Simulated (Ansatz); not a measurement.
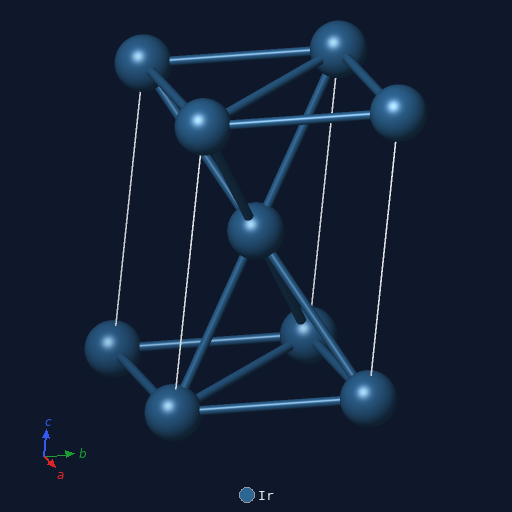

System: Ir, space group Fm-3m (No. 225). The picture shows the cell.

The given structure:
```yaml
crystal:
  lattice:
    - [0.00000, -1.91970, -1.91970]
    - [-1.91970, 0.00000, -1.91970]
    - [1.91970, 1.91970, -3.83940]
  atoms:
    - { symbol: Ir, position: [0.50000, 0.50000, 0.50000] }
    - { symbol: Ir, position: [0.00000, 0.00000, 0.00000] }
```

Displacement pattern for amplitude 1 (x, y, z for each atom, in the order of the cell):
```json
{"atom": "Ir1", "x": "-0.41", "y": "-0.41", "z": "-0.82"}
{"atom": "Ir2", "x": "0.41", "y": "0.41", "z": "0.82"}
```

Calculation (Ansatz 0.2.0): a normal mode of the cell frozen into a crystal at growing amplitude, by plane-wave density functional theory with PAW datasets, free energies less that of the undisturbed cell, pressure positive in compression; scalar-relativistic. Level: LDA, no spin polarisation.

wave cutoff 420 eV; k mesh 24×24×20; occupations Gaussian; smearing width 0.15 eV; k shift (0, 0, 0) (mesh steps); start as given.

The points at mode amplitude −0.225, −0.075, 0.15 and 0.3 follow from computed ones by symmetry.

Describe the result: the energy change, force along the mode and pressure against mode amplitude. The mode amplitude takes the values −0.3000, −0.2250, −0.1500, −0.0750, 0.0000, 0.0375, 0.0750, 0.1125, 0.1500, 0.1875, 0.2250, 0.2625, 0.3000 Å.

The energy rises on both sides of the starting structure, which is therefore a minimum along this path. The energy change is 642.3 meV/cell at mode amplitude −0.3000 Å and 642.3 meV/cell at 0.3000 Å; the lowest computed point is at mode amplitude 0.0000 Å (0.0 meV/cell), and no other minimum shows. The force along the mode falls from 3.27 eV/Å at mode amplitude −0.3000 Å to −3.27 eV/Å at 0.3000 Å, and changes sign near 0.000 Å. The pressure goes from 4.1 GPa at mode amplitude −0.3000 Å to 4.1 GPa at 0.3000 Å, not monotonically, with a low of −8.5 GPa at 0.0000 Å, and changes sign near −0.235 Å and 0.235 Å. The phonon wavenumber is 113 cm⁻¹.

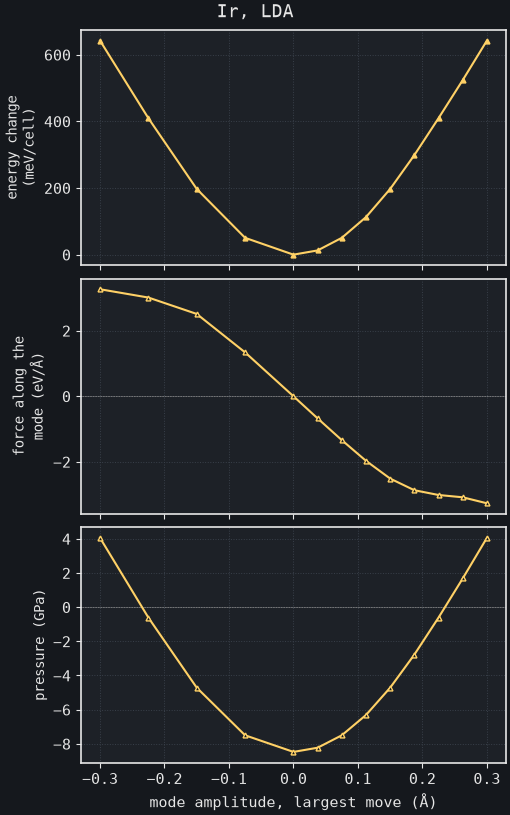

Note: reference crystal is not relaxed.
